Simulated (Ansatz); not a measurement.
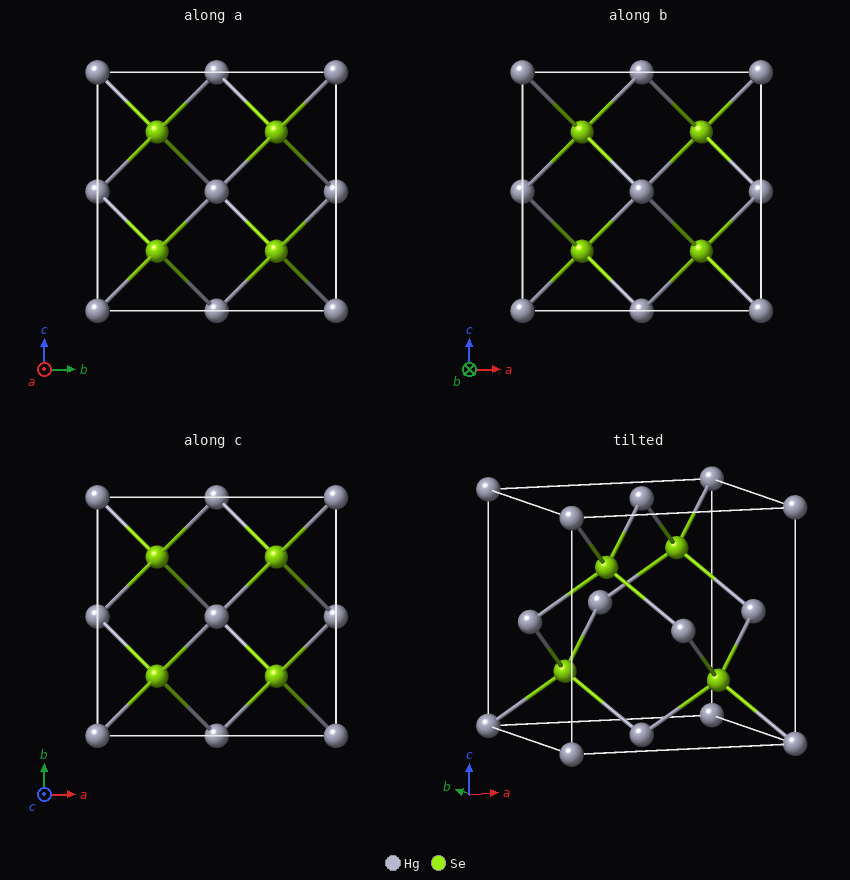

The figure gives a ball-and-stick picture of the atoms, viewed along the a axis, along the b axis, along the c axis and slightly off an axis. The box is the conventional unit cell; atoms on or close to its faces, edges and corners are drawn wherever they repeat.

Lattice parameters: a = 6.1235 Å, b = 6.1235 Å, c = 6.1235 Å, α = 90.000°, β = 90.000°, γ = 90.000°.

**Put the structure into a CIF with its space group and independent sites.**

```cif
data_structure
_symmetry_space_group_name_H-M 'F -4 3 m'
_symmetry_Int_Tables_number 216
_cell_length_a 6.1235
_cell_length_b 6.1235
_cell_length_c 6.1235
_cell_angle_alpha 90.000
_cell_angle_beta 90.000
_cell_angle_gamma 90.000
_cell_volume 229.61
loop_
_atom_site_label
_atom_site_type_symbol
_atom_site_symmetry_multiplicity
_atom_site_Wyckoff_symbol
_atom_site_fract_x
_atom_site_fract_y
_atom_site_fract_z
_atom_site_occupancy
Hg1 Hg 4 a 0.0000 0.0000 0.0000 1
Se1 Se 4 d 0.2500 0.2500 0.7500 1
```

The structure comes from a structure type filled with these elements by a generator (whether the compound takes this form wasn't checked). The cell was then strained or its atoms displaced on purpose. It was run through Ansatz as a DFT input.
